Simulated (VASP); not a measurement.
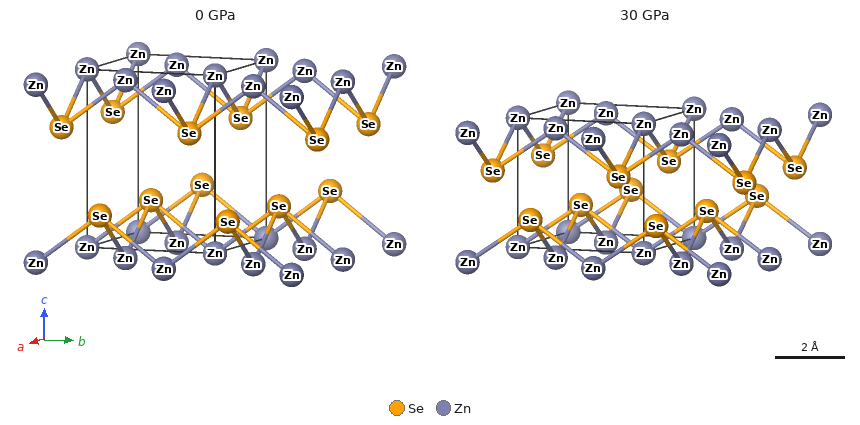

Solid ZnSe (set up in P4/nmm), relaxed (cell and atoms) at several target pressures. The picture shows the first and the last member. The picture is a ball-and-stick view of the cell of the calculation, repeated 2 × 2 × 1 with one cell outlined, seen slightly off an axis.

Computed with VASP 6.6.1: LDA, VASP PAW LDA potentials, recommended. (plane-wave cutoff 600 eV; k-point mesh 5 × 5 × 4; occupations fermi-dirac; smearing width 0.05 eV; no spin polarisation)

```
pressure (GPa)  volume (Å³/atom)  a (Å)  c (Å)
             0            20.816  4.000  5.203
             2            19.566  3.981  4.938
             5            18.461  3.966  4.695
            10                 ?      ?      ?
            20            15.664  3.946  4.025
            30            14.637  3.936  3.779
```

**Estimate the missing row from the others, and compare with the calculation.**

Murnaghan's form V = V₀(1 + B′P/B₀)^(−1/B′), with V₀ = 20.816 Å³ from the row at zero pressure, fits the other rows with B₀ = 29.1 GPa and B′ = 5.38 (largest miss 0.068 Å³). At 10 GPa it gives 20.816 × (1 + 5.38 × 10/29.1)^(−1/5.38) = 17.135 Å³ per atom. The calculation gives 17.242 Å³/atom (a = 3.941 Å, c = 4.441 Å). The estimate is 0.107 Å³/atom too low. From the first member to the last: Se–Se 3.626 → 3.006 Å, Se–Zn 2.481 → 2.370 Å.

The whole series:

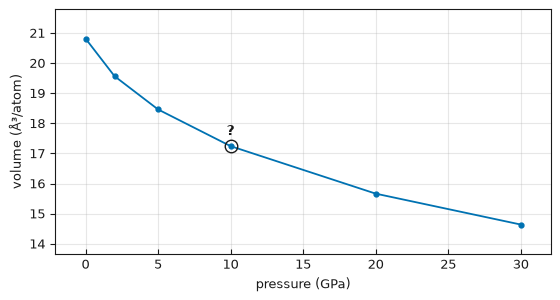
